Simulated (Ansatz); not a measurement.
System: C33O2 (slab).

The calculation's input:

```
crystal:
  lattice:
    - [9.864, 0.0, 0.0]
    - [-4.932, 8.542475, 0.0]
    - [0.0, 0.0, 12.0]
  atoms:
    - { symbol: C, position: [0.0, 0.0, 0.0833333] }
    - { symbol: C, position: [0.1666667, 0.0833333, 0.0833333] }
    - { symbol: C, position: [0.0, 0.25, 0.0833333] }
    - { symbol: C, position: [0.1666667, 0.3333333, 0.0833333] }
    - { symbol: C, position: [0.0, 0.5, 0.0833333] }
    - { symbol: C, position: [0.1666667, 0.5833333, 0.0833333] }
    - { symbol: C, position: [0.0, 0.75, 0.0833333] }
    - { symbol: C, position: [0.1666667, 0.8333333, 0.0833333] }
    - { symbol: C, position: [0.25, 0.0, 0.0833333] }
    - { symbol: C, position: [0.4166667, 0.0833333, 0.0833333] }
    - { symbol: C, position: [0.25, 0.25, 0.0833333] }
    - { symbol: C, position: [0.4166667, 0.3333333, 0.0833333] }
    - { symbol: C, position: [0.25, 0.5, 0.0833333] }
    - { symbol: C, position: [0.4166667, 0.5833333, 0.0833333] }
    - { symbol: C, position: [0.25, 0.75, 0.0833333] }
    - { symbol: C, position: [0.4166667, 0.8333333, 0.0833333] }
    - { symbol: C, position: [0.5, 0.0, 0.0833333] }
    - { symbol: C, position: [0.6666667, 0.0833333, 0.0833333] }
    - { symbol: C, position: [0.5, 0.25, 0.0833333] }
    - { symbol: C, position: [0.6666667, 0.3333333, 0.0833333] }
    - { symbol: C, position: [0.5, 0.5, 0.0833333] }
    - { symbol: C, position: [0.6666667, 0.5833333, 0.0833333] }
    - { symbol: C, position: [0.5, 0.75, 0.0833333] }
    - { symbol: C, position: [0.6666667, 0.8333333, 0.0833333] }
    - { symbol: C, position: [0.75, 0.0, 0.0833333] }
    - { symbol: C, position: [0.9166667, 0.0833333, 0.0833333] }
    - { symbol: C, position: [0.75, 0.25, 0.0833333] }
    - { symbol: C, position: [0.9166667, 0.3333333, 0.0833333] }
    - { symbol: C, position: [0.75, 0.5, 0.0833333] }
    - { symbol: C, position: [0.9166667, 0.5833333, 0.0833333] }
    - { symbol: C, position: [0.75, 0.75, 0.0833333] }
    - { symbol: C, position: [0.9166667, 0.8333333, 0.0833333] }
    - { symbol: C, position: [0.8417983, 0.1761695, 0.2425] }
    - { symbol: O, position: [0.7111509, 0.1464483, 0.2508333] }
    - { symbol: O, position: [0.9724456, 0.2058908, 0.2508333] }
basis:
  ecutwfc: 420.0
kpoints:
  mp_grid: { grid: [2, 2, 1] }
hamiltonian:
  xc: pbe
scf:
  occupations: { method: fermi_dirac, width: 0.02 }
  lower_state_search: "off"
relax:
  f_tol: 0.03
  max_steps: 60
  adjacent_minimum: "off"
output:
  write_density: true
  write_potential: true
  elf: true
  volumetric_format: npy
```

Launched as:

```sh
ansatz run input.yaml --threads 2 --pin off --max-ram 5120MiB --backend cpu --events-out ev --progress --plain --runs-dir out
```

The fields are those of the relaxed geometry.

All numbers below come from DFT PBE, scalar-relativistic, plane waves, PAW (Ansatz 0.2.0).

Predict the valence pseudo-density and electron localisation function between the atoms.

Answer. C–O (1.17 Å): ρ at the midpoint is about 3.6 e/Å³; the ELF peaks at about 0.85 between the atoms (inside overlapping PAW spheres, so only a guide): a short, multiple covalent bond.
C–C (1.42 Å): the density is about 2 e/Å³ at the midpoint; the ELF peaks at about 0.95 between the atoms; a covalent bond.

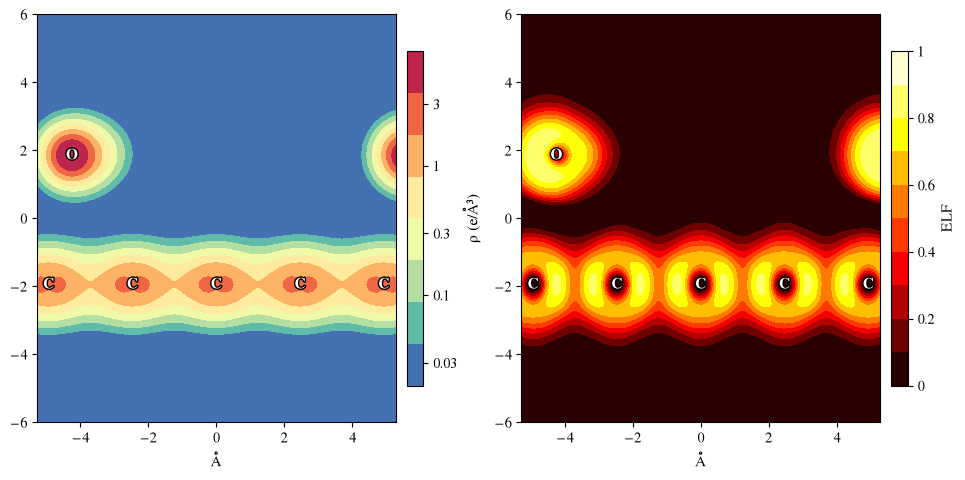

Computed valence pseudo-density and electron localisation function on the (11̄0) plane of the calculation cell, a cut from vacuum to vacuum, in this order. Atoms just off the plane (C, 0.7 Å away) can leave unmarked features too.
